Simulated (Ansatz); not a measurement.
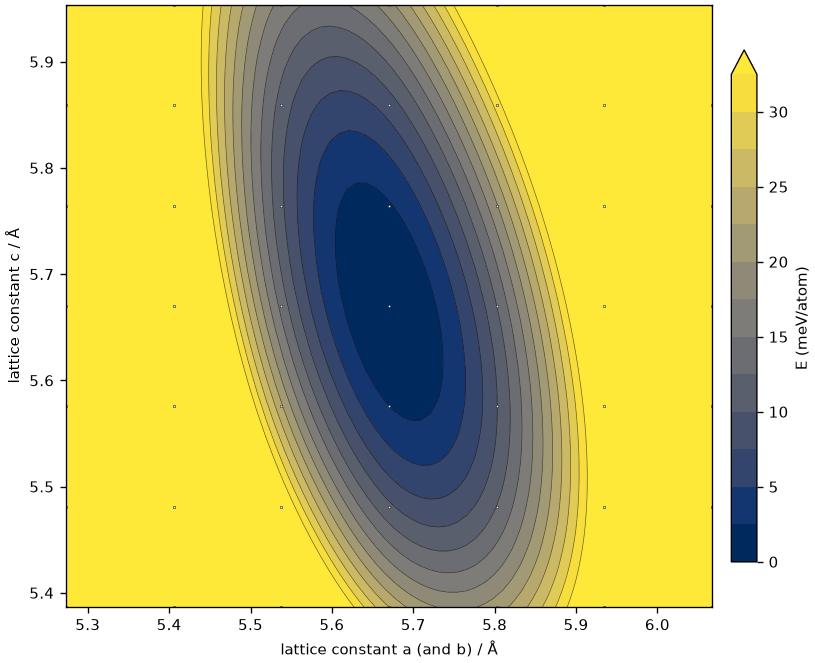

Al2Cu (Fm-3m, No. 225; 3 atoms in the cell). The energy is mapped over the lattice constants a and c of the conventional cell. First axis: lattice constant a (and b). Second axis: lattice constant c. Nothing is relaxed (symmetry fixes all fractional coordinates). The scan uses a 7 × 7 grid. Points are written as (first, second). All energies are given in meV/atom relative to the lowest grid point. Theory: Ansatz 0.2.0, DFT LDA, scalar-relativistic, plane waves, PAW. Settings: cutoff 520 eV, k-mesh 14×14×14, gaussian smearing 0.15 eV, no spin polarisation.

In the figure: filled contours, dots at the grid points, one colour for all values above the top of the scale. Between grid points the surface is interpolated.

> Estimate the position of the minimum and the force constants in these coordinates.

The interpolated minimum is at lattice constant a (and b) ≈ 5.670 Å, lattice constant c ≈ 5.670 Å. The curvatures there are about 4.6 eV/Å² and 1.6 eV/Å², with a cross term of about 1.3 eV/Å² (per cell of 3 atoms). Round the minimum the valley is somewhat tilted: raising lattice constant a (and b) shifts the best value of lattice constant c downwards (coupling k₁₂/√(k₁₁k₂₂) about 0.5).

PAW datasets: the set soft_1.
